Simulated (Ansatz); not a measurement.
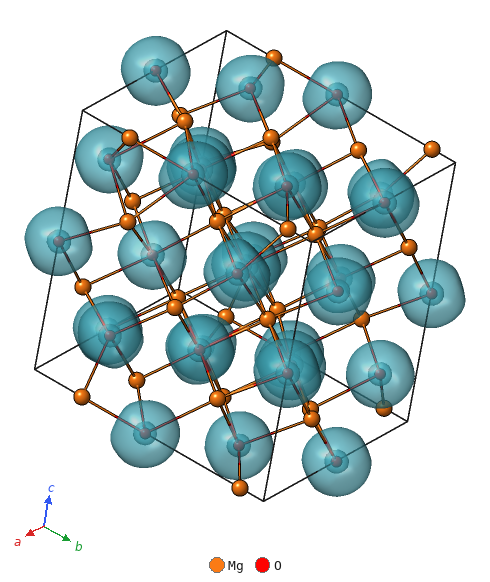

Figure. Mg₁₇O₁₆ (cell charge +1, with a compensating background) (cell with a defect). Isosurface of the electron localisation function at 0.65 (cyan), seen at an oblique angle. Core shells and regions of very low density are left out. Sticks mark near contacts.

Spin-polarised.

Method: DFT PBE, scalar-relativistic, plane waves, PAW in Ansatz 0.2.0.

In a PAW calculation such maps are meaningful between the atoms, not at the nuclei.

Input file:

```
crystal:
  lattice:
    - [-4.2535896556, 4.2535896556, -4.2535896556]
    - [4.2535896556, 4.2535896556, 4.2535896556]
    - [4.2535896556, -4.2535896556, -4.2535896556]
  atoms:
    - { symbol: Mg, position: [0.2676138219, 0.7389026761, -0.0011798727] }
    - { symbol: Mg, position: [0.003469545, -0.1159776809, -0.0120194977], spin: 0.111 }
    - { symbol: Mg, position: [0.5020813914, 0.7601922196, 0.7539312492] }
    - { symbol: Mg, position: [0.7102643736, 0.2551595812, -0.0092895877], spin: 0.111 }
    - { symbol: Mg, position: [0.2358734417, 0.0085908667, 0.7579127383] }
    - { symbol: Mg, position: [0.50808674, 0.5147849322, 0.0042415658] }
    - { symbol: Mg, position: [0.000529691, 0.2660791834, 0.6965848983], spin: 0.111 }
    - { symbol: Mg, position: [0.7628869069, 0.7720092313, 0.521375646] }
    - { symbol: Mg, position: [0.4907430841, 0.0059992316, 0.4957190808] }
    - { symbol: Mg, position: [0.7310238838, 0.4706720796, 0.7304759354] }
    - { symbol: Mg, position: [-0.0006092408, 0.7467480458, 0.2654847275] }
    - { symbol: Mg, position: [0.2494827782, 0.2528685987, 0.4909467138] }
    - { symbol: Mg, position: [-0.0006716376, 0.5029508885, 0.4867248646] }
    - { symbol: Mg, position: [0.749024133, 0.0027264379, 0.2408785979] }
    - { symbol: Mg, position: [0.4964252193, 0.2574850933, 0.2510641487] }
    - { symbol: Mg, position: [0.2920361225, 0.5487480294, 0.2860710134], spin: 0.111 }
    - { symbol: O, position: [0.2628095725, 0.5064836875, 0.7447955089] }
    - { symbol: O, position: [-0.0006812496, 0.6909736994, 0.7414288617] }
    - { symbol: O, position: [0.5070792182, 0.5104249202, 0.5090134501] }
    - { symbol: O, position: [0.6967836289, 0.0132498394, 0.7340044286], spin: 0.111 }
    - { symbol: O, position: [0.2453928071, 0.755747535, 0.5031481032] }
    - { symbol: O, position: [0.4849741281, 0.2550473558, 0.7450556913] }
    - { symbol: O, position: [-0.0006662899, 0.0077540675, 0.4889707962] }
    - { symbol: O, position: [0.7533393108, 0.5097468916, 0.2570476394] }
    - { symbol: O, position: [0.5137542364, 0.7694470566, 0.2594488179] }
    - { symbol: O, position: [0.7357316685, 0.2429109411, 0.4813471023] }
    - { symbol: O, position: [-0.0038663536, 0.4819081519, 0.004950964], spin: 0.111 }
    - { symbol: O, position: [0.2533663296, -0.009803014, 0.257326923] }
    - { symbol: O, position: [-0.0067484926, 0.2592445181, 0.2532643529], spin: 0.111 }
    - { symbol: O, position: [0.7453068518, 0.73646529, 0.0031980057] }
    - { symbol: O, position: [0.4914999414, 0.0026448923, 0.0012412985] }
    - { symbol: O, position: [0.2979085835, 0.3158348339, 0.0366021335], spin: 0.111 }
    - { symbol: Mg, position: [-0.0020321427, 0.1858288496, -0.0216361818], spin: 0.111 }
  host:
    lattice:
      - [0.0, 2.1267948278, 2.1267948278]
      - [2.1267948278, 0.0, 2.1267948278]
      - [2.1267948278, 2.1267948278, 0.0]
    atoms:
      - { symbol: Mg, position: [0.0, 0.0, 0.0] }
      - { symbol: O, position: [0.5, 0.5, 0.5] }
total_charge: 1
basis:
  ecutwfc: 420
  xc_grid: 2
kpoints:
  mp_grid: { grid: [2, 2, 2], shift: [0.5, 0.5, 0.5] }
hamiltonian:
  xc: pbe
scf:
  occupations: { method: gaussian, width: 0.01 }
output:
  forces: true
  stress: false
  eigenvalues: true
  populations: true
  charged_corrections:
    defect_position: [0.0, 0.25, 0.0]
    epsilon: [[11.1915, 0.0, 0.0], [0.0, 11.1915, 0.0], [0.0, 0.0, 11.1915]]
  write_density: true
  write_potential: true
  elf: true
  volumetric_format: npy
magnetization:
  spin_polarized: true
relax:
  adjacent_minimum: "off"
  f_tol: 0.025
  max_steps: 45
```

Command:

```sh
ansatz run input.yaml --threads 4 --pin off --max-ram 10240MiB --backend cpu --events-out ev --progress --plain --runs-dir out
```

The fields are those of the relaxed geometry.

> Where are the electrons localised?

The surface consists of 16 regions wrapped around O (the valence shell of each), counted in one cell of 33 atoms. Any copies at cell faces, edges or corners count once. Along the contacts the grid gives the following. Mg–O (1.88 Å): the ELF peaks at about 0.85 in the valence shell of O, 0.6 Å from its nucleus, and is about 0.30 at the midpoint: a largely ionic contact. Mg–O (1.98 Å): the ELF peaks at about 0.85 in the valence shell of O, 0.6 Å from its nucleus, and is about 0.35 at the midpoint: an ionic contact with no shared pair.

> Does the calculation give a band gap?

It is gapped, with a Kohn–Sham gap of 0.37 eV on the k-point mesh, an upper bound to the gap of this method.
